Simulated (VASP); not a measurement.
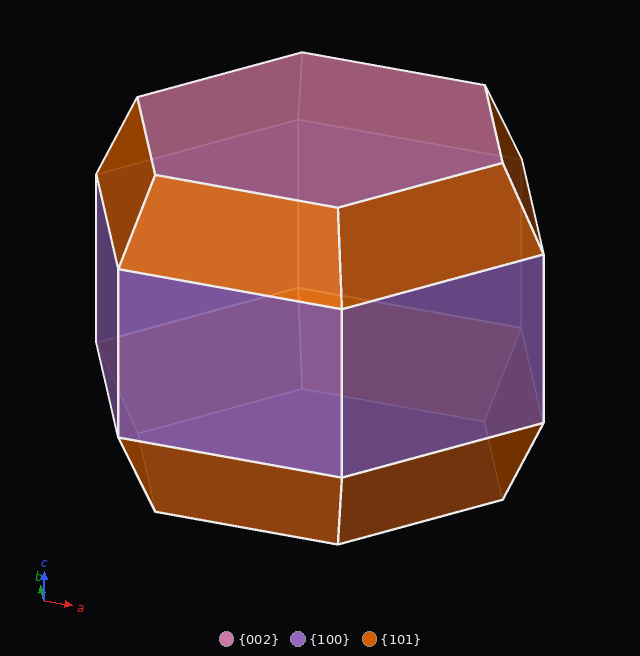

TaN, space group P6_3/mmc (No. 194), a = 2.922 Å, b = 2.922 Å, c = 5.917 Å, α = 90.00°, β = 90.00°, γ = 120.00°. The shape was computed with the Donnay–Harker form of the Bravais–Friedel law: planes with larger spacing d grow more slowly and so show as larger faces; centring, glide planes and screw axes halve or divide d. Source: a cell listed in the Materials Project, as set up for an electronic-structure calculation. Forms under 0.4 % of the area are left out.

Describe the habit.

It is roughly equant (blocky). Widths along a, b and c stand as 1.00 : 1.00 : 0.74.

Why is the form written {002} rather than {001}?

The reflection 001 is extinguished by the screw axis (and also by a glide plane) of P6_3/mmc: equivalent layers repeat every d/2 = 2.958 Å, and the rule uses that shorter spacing.

How many faces does the whole crystal have, by form?

20 faces: 6 of {100}, 12 of {101} and 2 of {002}.
